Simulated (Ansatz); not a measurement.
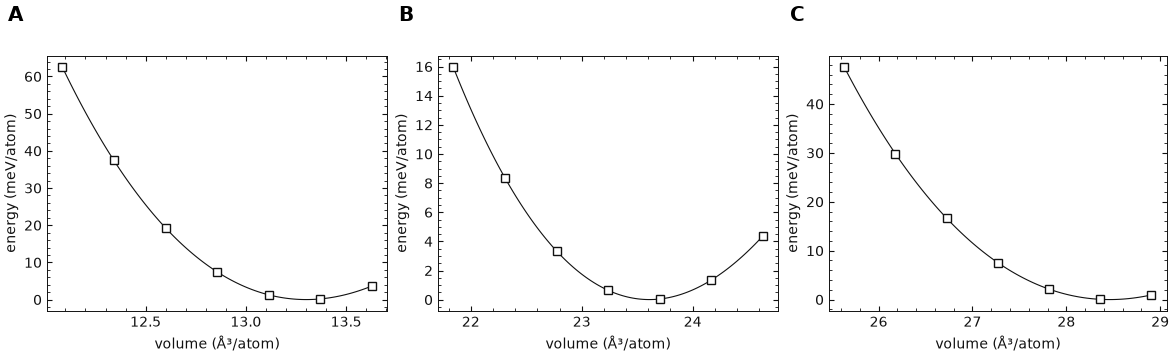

Each panel shows the energy against volume for one of these solids: BaTiO₃, P4mm (No. 99); Mg, P6_3/mmc (No. 194); SnSe, Fm-3m (No. 225).

Computed with Ansatz 0.2.0: plane-wave DFT, no spin polarisation; energies at scaled volumes of the given cell, shape and fractions fixed, counted from the fit's minimum, third-order Birch-Murnaghan fit. Level: revPBE.

Question: Match the panels to the solids.

Answer: A is BaTiO₃ (energy from 0.17 meV/atom to 62.51 meV/atom, V0 13.3 Å³/atom, B0 151 GPa); B is Mg (energy from 0.04 meV/atom to 15.96 meV/atom, V0 23.61 Å³/atom, B0 33.9 GPa); C is SnSe (energy from 0.05 meV/atom to 47.52 meV/atom, V0 28.46 Å³/atom, B0 45 GPa).

For BaTiO₃, limits of the calculation: the functional was run on potentials made for another functional; shape and atomic fractions are frozen while scaling, which makes layered, chain and framework solids too stiff.

For Mg, limits of the calculation: the functional was run on potentials made for another functional; shape and atomic fractions are frozen while scaling, which makes layered, chain and framework solids too stiff.

For SnSe, limits of the calculation: the functional was run on potentials made for another functional.
